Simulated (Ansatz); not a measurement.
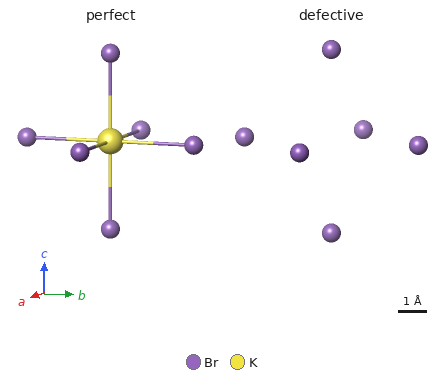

Left: perfect KBr. Right: the same region with one point defect, after relaxing the atoms in a supercell of 64 sites. The picture is a ball-and-stick view of the atoms within 3.8 Å of one point, seen slightly off an axis.

Method: Ansatz 0.2.0, DFT, PBEsol, PAW, plane waves. (plane-wave cutoff 420 eV; k-point mesh 1 × 1 × 1; mesh shifted by (0.25, 0.25, 0.25); no spin polarisation) Fermi-Dirac smearing of 0.01 eV. A uniform background neutralises the charged cell. The axes drawn are those of the host's conventional cell.

**Which defect is it?**

A potassium atom is taken out (a vacancy).

The charge state of the cell is −1.

**How does the lattice respond?**

Around the empty K site the host had 6 Br at 3.27 Å; after relaxation the nearest atoms are 6 Br at 3.41 to 3.42 Å. Of the host's atoms, a bromine atom moves furthest from its site, by 0.14 Å.

Limits of the set-up: the cell is charged, on a uniform background, and energies carry no finite-size correction.
